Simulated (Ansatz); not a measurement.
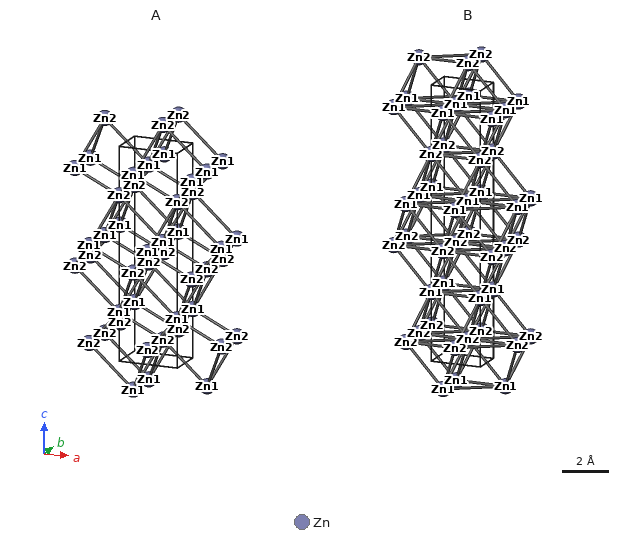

Two geometries of crystalline Zn (built on the grey arsenic (A7)_166 type) (coarse preliminary run), drawn at one scale. One is the start of a relaxation, the other its converged end. The picture is a ball-and-stick view of the conventional cell (3 times the calculation's cell), seen slightly off an axis. Lengths and directions refer to the drawn axes.

All numbers below come from DFT PBEsol, scalar-relativistic, plane waves, PAW (Ansatz 0.2.0). (plane-wave cutoff 420 eV; k-point mesh 6 × 6 × 6; occupations gaussian; smearing width 0.1 eV; no spin polarisation; cell and atoms relaxed; force threshold 0.04 eV/Å; at most 70 steps)

**Which of the two is the end point?**

Structure B is the relaxed one. Case: grey arsenic (A7) type (R-3m, No. 166). The largest moves relative to the cell, 0.27 Å, are those of Zn1 and Zn2. Zn2 goes along −c. Cell: a = b 3.405 → 2.877 Å (−15.5 %), c 9.472 → 12.175 Å (+28.5 %). Volume −8.3 %. Among the contacts that change: Zn1–Zn1 3.405 → 2.877 Å, Zn1–Zn2 2.279 → 2.622 Å, Zn1–Zn2 (another image) 2.808 → 2.622 Å. Among the angles between lasting bonds that change: Zn2–Zn1–Zn2 96.7° → 66.5°, Zn2–Zn1–Zn2 93.4° → 113.5°, Zn2–Zn1–Zn2 164.8° → 180.0°. The space group stays R-3m (No. 166). The energy falls by 477 meV per atom in 12 accepted moves (15 points after the start). The largest force component goes from 2.2 to 0.00025 eV/Å. Pressure: 11.70 GPa at the start and −0.08 GPa at the end. The line search rejected the trial step at point 8 of the run. The SCF was repeated twice at an unchanged geometry on a basis and grid sized afresh for the cell, which shifted the energy by 24.0 meV per atom at most.
